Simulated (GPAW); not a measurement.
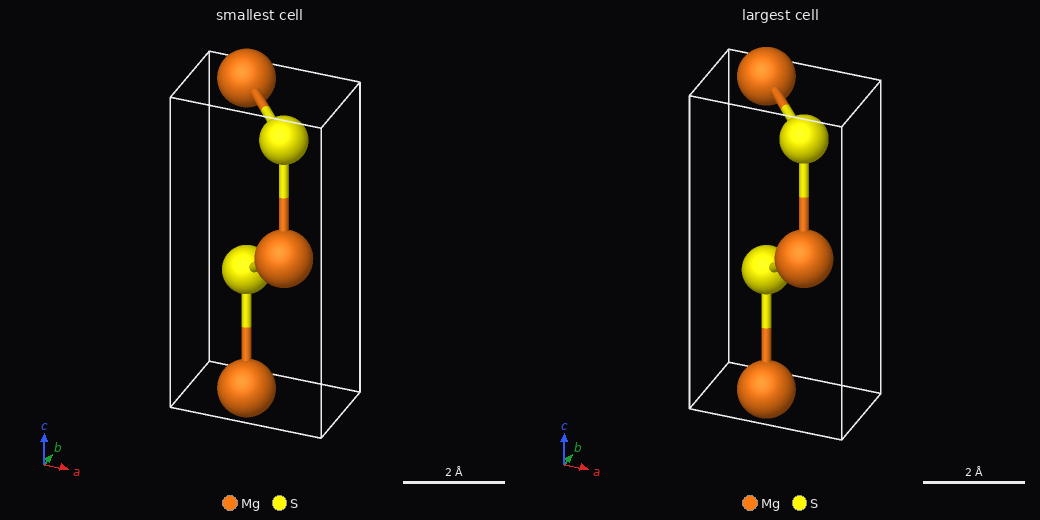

MgS, wurtzite, space group P6₃mc (No. 186), relaxed (cell and atoms, zero pressure) with five choices of dispersion term on top of PBEsol; the smallest and the largest of the relaxed conventional cells are drawn to one scale (sticks follow a distance rule). The start was a structure listed in the Materials Project. It needn't be the stable form of this composition.

Alike in all runs: GPAW 26.7.0; functional PBEsol; potentials PAW data sets generated in the run's folder for this functional; cutoff 800 eV; k mesh 5 × 5 × 3 on the run's cell of 4 atoms; occupations fermi-dirac, width 0.05 eV; no spin polarisation; no spin-orbit coupling.

| level | volume (Å³/atom) | a (Å) | c (Å) | gap (eV) |
| --- | --- | --- | --- | --- |
| D3 | 22.11 | 4.001 | 6.381 | 3.40 |
| D4 | 22.23 | 4.010 | 6.386 | 3.37 |
| D3(BJ) | 21.96 | 3.994 | 6.359 | 3.43 |
| none | ? | ? | ? | ? |
| D3(BJ)-ATM | 22.03 | 3.998 | 6.366 | 3.41 |

Fill in the row of none.

Volume 22.61 Å³/atom; a 4.033 Å; c 6.421 Å; gap 3.29 eV. That is the largest volume of all.

Order the levels by the relaxed volume, smallest first.

D3(BJ) (21.96 Å³/atom), D3(BJ)-ATM (22.03 Å³/atom), D3 (22.11 Å³/atom), D4 (22.23 Å³/atom), none (22.61 Å³/atom). Rows within a few tenths of a per cent can't be told apart.

Gaps are the least found on the k-mesh, which misses some points of high symmetry; where the band edges lie there, the true gap is smaller, at times by an eV.

Caveat: later steps reuse the first step's grids; semilocal functionals give gaps below the measured ones.
